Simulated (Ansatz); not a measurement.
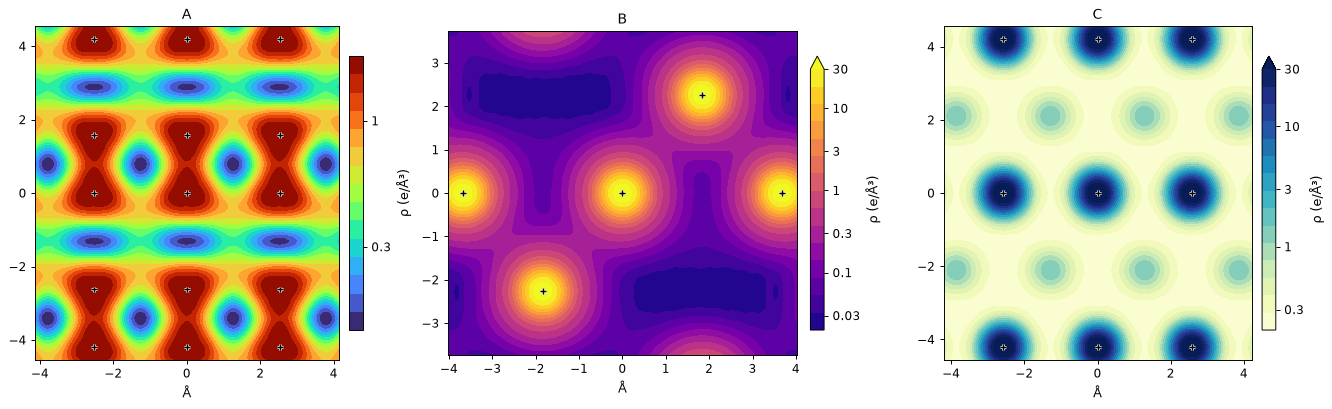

The valence pseudo-density of 3 systems, each on a plane through atoms (crosses mark nuclei in the plane).

All numbers below come from DFT, RPBE, plane waves (420 eV) with PAW, scalar-relativistic (Ansatz).

System 1: Se, the (110) plane of the conventional cell. Space group P6₃/mmc; set up as Se, dhcp; a generated structure, not necessarily the stable one; changed on purpose from its base cell (volume × 1.04); computed pressure about −2 GPa in this cell.

```yaml
crystal:
  lattice:
    - [3.91929, 0.00000, 0.00000]
    - [-1.95964, 3.39420, 0.00000]
    - [0.00000, 0.00000, 7.35206]
  atoms:
    - { symbol: Se, position: [0.00000, 0.00000, 0.00000] }
    - { symbol: Se, position: [0.00000, 0.00000, 0.50000] }
    - { symbol: Se, position: [0.33333, 0.66667, 0.25000] }
    - { symbol: Se, position: [0.66667, 0.33333, 0.75000] }
```

System 2: C, the (010) plane of the conventional cell. Space group P6₃/mmc; set up as C, lonsdaleite.

```cif
data_structure
_symmetry_space_group_name_H-M 'P 1'
_symmetry_Int_Tables_number 1
_cell_length_a 2.5238
_cell_length_b 2.5238
_cell_length_c 4.1990
_cell_angle_alpha 90.000
_cell_angle_beta 90.000
_cell_angle_gamma 120.000
_cell_volume 23.16
loop_
_atom_site_label
_atom_site_type_symbol
_atom_site_fract_x
_atom_site_fract_y
_atom_site_fract_z
_atom_site_occupancy
C1 C 0.33333 0.66667 0.06269 1
C2 C 0.66667 0.33333 0.56269 1
C3 C 0.33333 0.66667 0.43731 1
C4 C 0.66667 0.33333 0.93731 1
```

System 3: Ni, the (100) plane of the conventional cell. Space group P6₃/mmc; set up as Ni, dhcp; a generated structure, not necessarily the stable one; changed on purpose from its base cell (volume × 1.08); computed pressure about −11 GPa in this cell; computed without spin polarisation.

```yaml
crystal:
  lattice:
    - [2.57303, 0.00000, 0.00000]
    - [-1.28652, 2.22831, 0.00000]
    - [0.00000, 0.00000, 8.43017]
  atoms:
    - { symbol: Ni, position: [0.00000, 0.00000, 0.00000] }
    - { symbol: Ni, position: [0.00000, 0.00000, 0.50000] }
    - { symbol: Ni, position: [0.33333, 0.66667, 0.25000] }
    - { symbol: Ni, position: [0.66667, 0.33333, 0.75000] }
```

Q: Which map belongs to which system?

A: Panel A is system 2, C: the plane holds C. C–C (1.57 Å): ρ is about 1.5 e/Å³ halfway. Panel B is system 1, Se: the plane holds Se. Se–Se (2.92 Å): the density is about 0.26 e/Å³ at the midpoint. Panel C is system 3, Ni: the plane holds Ni. Ni–Ni (2.57 Å): ρ is about 0.27 e/Å³ halfway.
